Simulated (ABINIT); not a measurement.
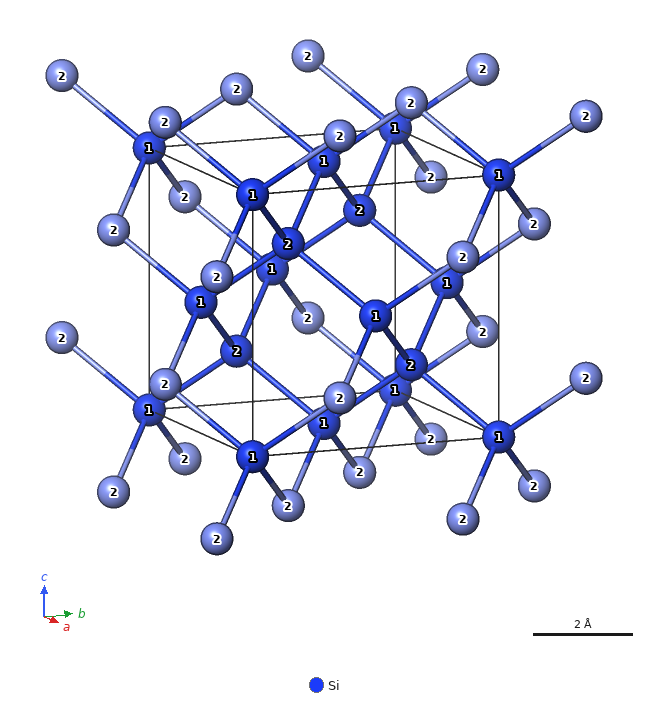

Fig. 1: The input geometry (ball-and-stick view of the cell 4 times as large as that of the calculation, set on its symmetry axes, seen slightly off an axis; neighbours outside the cell are drawn fainter; atoms are numbered from 1 in the order of the input).

Run report: Si, geometry relaxation (part 1 of 2)

- system: Si (Fd-3m, 2 atoms in the cell)
- method: Kohn-Sham DFT of a periodic cell, PBEsol, PseudoDojo NC SR PBEsol v0.4.1 standard, no spin polarisation (ABINIT 10.8.3)

The structure was built on a prototype by a generator; it need not be a known phase.

### What the program printed
```
.Version 10.8.3 of ABINIT
 Symmetries : space group Fd -3 m (#227); Bravais cF (face-center cubic)
================================================================================
 Values of the parameters that define the memory need of the present run
     intxc =       0    ionmov =       2      iscf =       7    lmnmax =       6
     lnmax =       6     mgfft =      30  mpssoang =       3    mqgrid =    3001
     natom =       2  nloc_mem =       1    nspden =       1   nspinor =       1
    nsppol =       1      nsym =      48    n1xccc =    2501    ntypat =       1
    occopt =       3   xclevel =       2
       mpw =        1258          nfft =       27000          nkpt =          16
================================================================================
================================================================================

--------------------------------------------------------------------------------
------------- Echo of variables that govern the present computation ------------
--------------------------------------------------------------------------------
 -outvars: echo values of preprocessed input variables --------
            acell      7.2571094323E+00  7.2571094323E+00  7.2571094323E+00 Bohr
              amu      2.80855000E+01
          chkprim           0
      chksymtnons           0
          dilatmx      1.08000000E+00
             ecut      1.80000000E+01 Hartree
           ecutsm      5.00000000E-01 Hartree
           ionmov           2
              ixc     -116133
         kptrlatt        6    0    0      0    6    0      0    0    6
          kptrlen      4.35426566E+01
            natom           2
            nband           8
            ngfft          30      30      30
             nkpt          16
            nstep          80
             nsym          48
            ntime          50
           ntypat           1
           occopt           3
          optcell           2
           prtden           0
        prtebands           0
           prteig           0
            prtwf           0
            rprim      0.0000000000E+00  7.0710678120E-01  7.0710678120E-01
                       7.0710678120E-01  0.0000000000E+00  7.0710678120E-01
                       7.0710678120E-01  7.0710678120E-01  0.0000000000E+00
          spgroup         227
           tolmxf      2.00000000E-05
           tolsym      1.00000000E-06
           tolvrs      1.00000000E-12
           tsmear      1.83747000E-03 Hartree
            typat      1  1
           xangst      0.0000000000E+00  0.0000000000E+00  0.0000000000E+00
                       1.3577499991E+00  1.3577499991E+00  1.3577499991E+00
            xcart      0.0000000000E+00  0.0000000000E+00  0.0000000000E+00
                       2.5657756457E+00  2.5657756457E+00  2.5657756457E+00
             xred      0.0000000000E+00  0.0000000000E+00  0.0000000000E+00
                       2.5000000000E-01  2.5000000000E-01  2.5000000000E-01
            znucl       14.00000

================================================================================

 chkinp: Checking input parameters for consistency.

================================================================================
== DATASET  1 ==================================================================

--- !DatasetInfo
iteration_state: {dtset: 1, }
dimensions: {natom: 2, nkpt: 16, mband: 8, nsppol: 1, nspinor: 1, nspden: 1, mpw: 1258, }
cutoff_energies: {ecut:  18.0, pawecutdg:  -1.0, }
electrons: {nelect:   8.00000000E+00, charge:   0.00000000E+00, occopt:   3.00000000E+00, tsmear:   1.83747000E-03, }
meta: {optdriver: 0, ionmov: 2, optcell: 2, iscf: 7, paral_kgb: 0, }
...

 Real(R)+Recip(G) space primitive vectors, cartesian coordinates (Bohr,Bohr^-1):
 R(1)=  0.0000000  5.1315513  5.1315513  G(1)= -0.0974364  0.0974364  0.0974364
 R(2)=  5.1315513  0.0000000  5.1315513  G(2)=  0.0974364 -0.0974364  0.0974364
 R(3)=  5.1315513  5.1315513  0.0000000  G(3)=  0.0974364  0.0974364 -0.0974364
 Unit cell volume ucvol=  2.7025642E+02 bohr^3
 Angles (23,13,12)=  6.00000000E+01  6.00000000E+01  6.00000000E+01 degrees

 getcut: wavevector=  0.0000  0.0000  0.0000  ngfft=  30  30  30
         ecut(hartree)=     20.995   => boxcut(ratio)=   2.00639

--- Pseudopotential description ------------------------------------------------
- pspini: atom type   1  psp file is ./Si.upf
  14.00000   4.00000  180301                  znucl, zion, pspdat
12 -116133 2 -1 1510                          pspcod,pspxc,lmax,lloc,mmax
     nproj     2     2     2

   1.25834986E+02                                ecore*ucvol(ha*bohr**3)
--------------------------------------------------------------------------------

================================================================================

=== [ionmov= 2] Broyden-Fletcher-Goldfarb-Shanno method (forces)
================================================================================

--- Iteration: ( 1/50) Internal Cycle: (1/1)
--------------------------------------------------------------------------------

---SELF-CONSISTENT-FIELD CONVERGENCE--------------------------------------------

--- !BeginCycle
iteration_state: {dtset: 1, itime: 1, icycle: 1, }
solver: {iscf: 7, nstep: 80, nline: 4, wfoptalg: 0, }
tolerances: {tolvrs: 1.00E-12, }
...

     iter   Etot(hartree)      deltaE(h)  residm     vres2
 ETOT  1  -8.4554432492009    -8.455E+00 1.813E-02 8.280E+00
 ETOT  2  -8.4620095671852    -6.566E-03 1.401E-03 2.812E-01
 ETOT  3  -8.4620667910495    -5.722E-05 6.569E-04 7.329E-03
 ETOT  4  -8.4620675823963    -7.913E-07 4.119E-04 9.642E-05
 ETOT  5  -8.4620675916908    -9.294E-09 1.370E-04 2.963E-07
 ETOT  6  -8.4620675917182    -2.750E-11 5.696E-05 1.958E-09
 ETOT  7  -8.4620675917185    -2.363E-13 2.598E-05 2.406E-11
 ETOT  8  -8.4620675917184     8.527E-14 1.990E-05 5.850E-14

 At SCF step    8       vres2   =  5.85E-14 < tolvrs=  1.00E-12 =>converged.

 Cartesian components of stress tensor (hartree/bohr^3)
  sigma(1 1)= -2.98271463E-06  sigma(3 2)=  0.00000000E+00
  sigma(2 2)= -2.98271463E-06  sigma(3 1)=  0.00000000E+00
  sigma(3 3)= -2.98271463E-06  sigma(2 1)=  0.00000000E+00

--- !ResultsGS
iteration_state: {dtset: 1, itime: 1, icycle: 1, }
comment   : Summary of ground state results
lattice_vectors:
- [  0.0000000,   5.1315513,   5.1315513, ]
- [  5.1315513,   0.0000000,   5.1315513, ]
- [  5.1315513,   5.1315513,   0.0000000, ]
lattice_lengths: [   7.25711,    7.25711,    7.25711, ]
lattice_angles: [ 60.000,  60.000,  60.000, ] # degrees, (23, 13, 12)
lattice_volume:   2.7025642E+02
convergence: {deltae:  8.527E-14, res2:  5.850E-14, residm:  1.990E-05, diffor: null, }
etotal    :  -8.46206759E+00
entropy   :   0.00000000E+00
fermie    :   1.78958742E-01
cartesian_stress_tensor: # hartree/bohr^3
- [ -2.98271463E-06,   0.00000000E+00,   0.00000000E+00, ]
- [  0.00000000E+00,  -2.98271463E-06,   0.00000000E+00, ]
- [  0.00000000E+00,   0.00000000E+00,  -2.98271463E-06, ]
pressure_GPa:   8.7754E-02
xred      :
- [  0.0000E+00,   0.0000E+00,   0.0000E+00, Si]
- [  2.5000E-01,   2.5000E-01,   2.5000E-01, Si]
cartesian_forces: # hartree/bohr
- [ -2.04970092E-31,   2.04970092E-31,  -2.04970092E-31, ]
- [  2.04970092E-31,  -2.04970092E-31,   2.04970092E-31, ]
force_length_stats: {min:   3.55018613E-31, max:   3.55018613E-31, mean:   3.55018613E-31, }
...

 Integrated electronic density in atomic spheres:
 ------------------------------------------------
 Atom  Sphere_radius  Integrated_density
    1        2.00000          1.78347845
    2        2.00000          1.75139781

---OUTPUT-----------------------------------------------------------------------

 Cartesian coordinates (xcart) [bohr]
  0.00000000000000E+00  0.00000000000000E+00  0.00000000000000E+00
  2.56577564574491E+00  2.56577564574491E+00  2.56577564574491E+00
 Reduced coordinates (xred)
  0.00000000000000E+00  0.00000000000000E+00  0.00000000000000E+00
  2.50000000000000E-01  2.50000000000000E-01  2.50000000000000E-01
 Cartesian forces (fcart) [Ha/bohr]; max,rms= 2.04970E-31 2.04970E-31 (free atoms)
 -2.04970091995186E-31  2.04970091995186E-31 -2.04970091995186E-31
  2.04970091995186E-31 -2.04970091995186E-31  2.04970091995186E-31
 Gradient of E wrt nuclear positions in reduced coordinates (gred)
  6.65309056916644E-47  2.10362908058936E-30  6.65309056916644E-47
 -6.65309056916644E-47 -2.10362908058936E-30 -6.65309056916644E-47
 Scale of Primitive Cell (acell) [bohr]
  7.25710943230000E+00  7.25710943230000E+00  7.25710943230000E+00
 Real space primitive translations (rprimd) [bohr]
  0.00000000000000E+00  5.13155129148981E+00  5.13155129148981E+00
  5.13155129148981E+00  0.00000000000000E+00  5.13155129148981E+00
  5.13155129148981E+00  5.13155129148981E+00  0.00000000000000E+00
 Unitary Cell Volume (ucvol) [Bohr^3]=  2.70256419177749E+02
 Angles (23,13,12)= [degrees]
  6.00000000000000E+01  6.00000000000000E+01  6.00000000000000E+01
 Lengths [Bohr]
  7.25710943243806E+00  7.25710943243806E+00  7.25710943243806E+00
 Stress tensor in cartesian coordinates (strten) [Ha/bohr^3]
 -2.98271462758400E-06  0.00000000000000E+00  0.00000000000000E+00
  0.00000000000000E+00 -2.98271462758357E-06  0.00000000000000E+00
  0.00000000000000E+00  0.00000000000000E+00 -2.98271462758444E-06
 Total energy (etotal) [Ha]= -8.46206759171840E+00

--- Iteration: ( 2/50) Internal Cycle: (1/1)
--------------------------------------------------------------------------------

---SELF-CONSISTENT-FIELD CONVERGENCE--------------------------------------------

--- !BeginCycle
iteration_state: {dtset: 1, itime: 2, icycle: 1, }
solver: {iscf: 7, nstep: 80, nline: 4, wfoptalg: 0, }
tolerances: {tolvrs: 1.00E-12, }
...

     iter   Etot(hartree)      deltaE(h)  residm     vres2
 ETOT  1  -8.4620677677425    -8.462E+00 2.226E-05 4.187E-05
 ETOT  2  -8.4620677764347    -8.692E-09 2.275E-05 2.823E-06
 ETOT  3  -8.4620677768637    -4.290E-10 2.903E-05 5.258E-08
 ETOT  4  -8.4620677768685    -4.793E-12 2.164E-05 1.370E-10
 ETOT  5  -8.4620677768684     4.619E-14 2.629E-05 4.737E-13

 At SCF step    5       vres2   =  4.74E-13 < tolvrs=  1.00E-12 =>converged.

 Cartesian components of stress tensor (hartree/bohr^3)
  sigma(1 1)= -2.12103384E-06  sigma(3 2)=  0.00000000E+00
  sigma(2 2)= -2.12103384E-06  sigma(3 1)=  0.00000000E+00
  sigma(3 3)= -2.12103384E-06  sigma(2 1)=  0.00000000E+00
```
